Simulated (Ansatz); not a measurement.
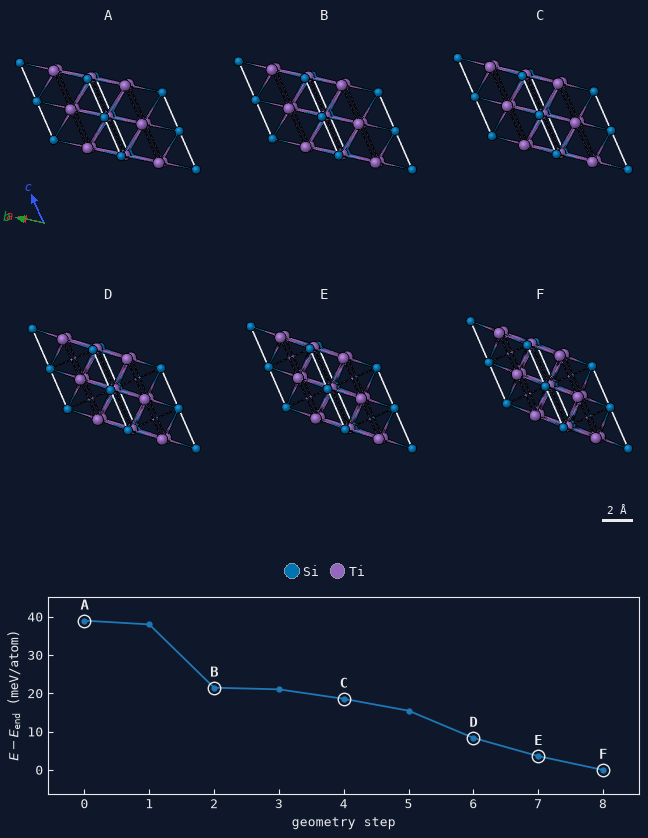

Frames of a relaxation of crystalline Ti3Si (set up in Cmmm), marked on the history of the run. The picture is a ball-and-stick view of the cell of the calculation, seen from a free direction.

Case: 2 of 8 Ti sites taken by Si, cell and atoms relaxed.

Method: Ansatz 0.2.0, DFT r2SCAN, scalar-relativistic, plane waves, PAW. (plane-wave cutoff 500 eV; k-point mesh 8 × 8 × 8; occupations gaussian; smearing width 0.1 eV; no spin polarisation; cell and atoms relaxed; force threshold 0.015 eV/Å; at most 60 steps)

What happens along the run?

Answer. The run was cut off at its time limit before the relaxation converged, so the last structure is only a point on the way. No atom moves by more than 0.005 Å relative to the cell. The drawn cell changes as follows: a = b 5.708 → 5.442 Å (−4.7 %), c 5.708 → 6.089 Å (+6.7 %), α 60.0° → 56.0°, β 60.0° → 56.0°, γ 60.0° → 72.3°; the volume changes by −5.8 %. Among the contacts that change: Si–Ti 4.036 → 3.169 Å, Ti–Ti 4.036 → 3.169 Å, Ti–Ti 2.854 → 3.209 Å, Si–Ti 2.854 → 3.209 Å. The space group stays Cmmm (No. 65). After 8 geometry steps the energy has fallen by 39.0 meV per atom. All forces vanish by symmetry, so only the cell relaxes. The pressure goes from −5.69 to 0.60 GPa. From step 0 to 2: volume −4.3 %, energy −17.5 meV per atom. From step 2 to 4: volume −1.3 %, energy −2.9 meV per atom. From step 4 to 6: volume −0.8 %, energy −10.2 meV per atom. From step 6 to 7: volume +1.2 %, energy −4.8 meV per atom. From step 7 to 8: volume −0.6 %, energy −3.6 meV per atom.
